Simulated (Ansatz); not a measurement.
The structure in question:

```
CELL_PARAMETERS angstrom
4.88037 0.00000 0.00000
0.00000 4.88037 0.00000
0.00000 0.00000 3.43194
ATOMIC_POSITIONS crystal
Hf 0.00000 0.00000 0.00000
Hf 0.50000 0.50000 0.50000
O 0.19239 0.80761 0.50000
O 0.30761 0.30761 0.00000
O 0.69239 0.69239 0.00000
O 0.80761 0.19239 0.50000
```

> Describe the structure that this file defines.

The structure is one of HfO2. The lattice is primitive tetragonal and the space group P4_2/mnm (No. 136). Type of structure: rutile. In the cell are 2 Hf, 4 O, which makes 2 formula units. Each Hf atom is coordinated by six O in a distorted octahedral arrangement at 2.12 to 2.17 Å. Every O atom has three Hf at 2.12 to 2.17 Å as neighbours. Not all metal-metal contacts are counted. The bonds build a three-dimensional framework.

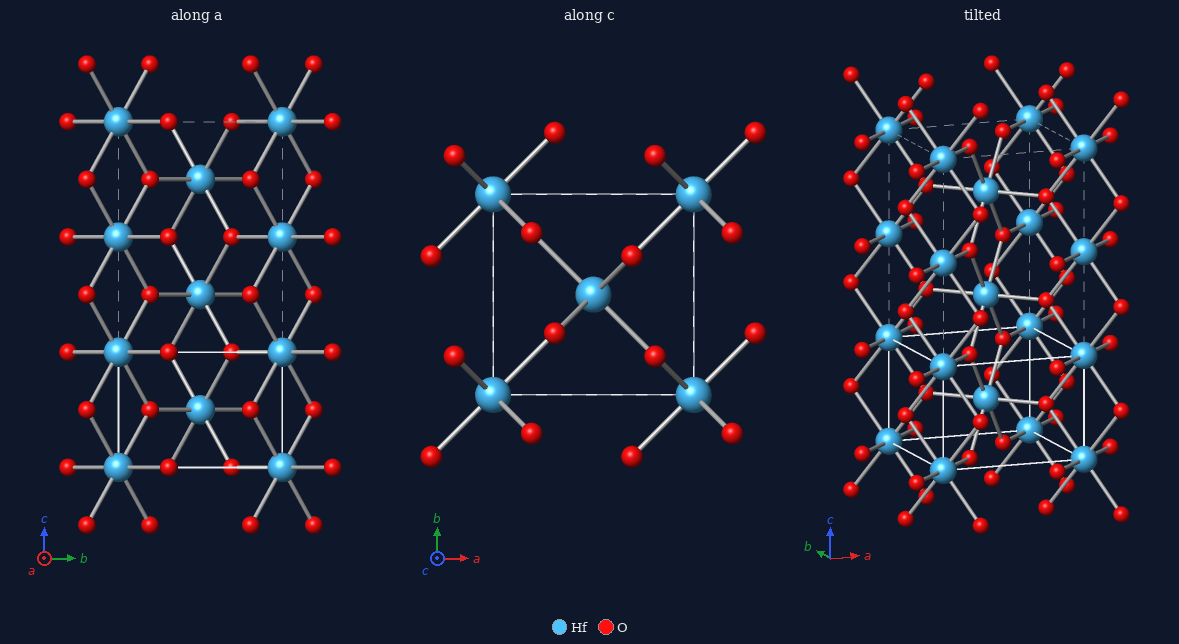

Ball-and-stick model, viewed along the a axis, along the c axis and slightly off an axis. A 1×1×3 array of cells is drawn; the conventional unit cell has the solid edges. A few atoms beyond the faces are included.

It derives from a structure listed in the Materials Project. Earlier steps of the study may have refined or changed the cell and positions. It was run through Ansatz as a DFT input.

At this level of theory the cell isn't at rest (stretched, at -12 GPa), so its distances can differ from those at equilibrium, the more so the softer the solid.
